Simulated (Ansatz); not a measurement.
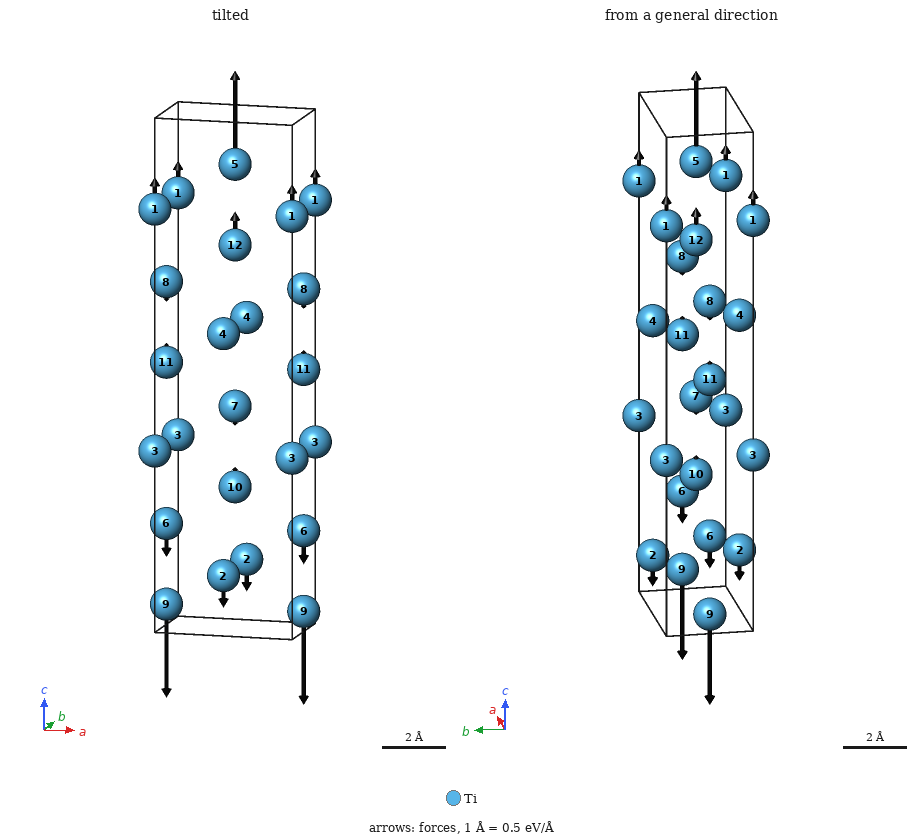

Structure drawing (spheres-only), viewed slightly off an axis and from a general direction. Thin lines show the simulation cell, with boundary atoms drawn in all their periodic places. The arrows are the computed forces on the atoms.

System: Ti. Run with DFT r2SCAN, scalar-relativistic, plane waves, PAW in Ansatz and these settings: plane-wave cutoff 500 eV, Brillouin-zone sampling on a 10×16×3 mesh, Gaussian smearing of 0.15 eV, no spin polarisation.

Do the forces show a relaxed structure?

No. The atoms still feel forces of up to about 1.3 eV/Å, far above a usual threshold of 0.01 to 0.03 eV/Å.

Which atom has the biggest force on it?

Ti5 and Ti9, about 1.3 eV/Å.

The model was built from a structure listed in the Materials Project. The cell was then strained or its atoms displaced on purpose. It went into a calculation with Ansatz.
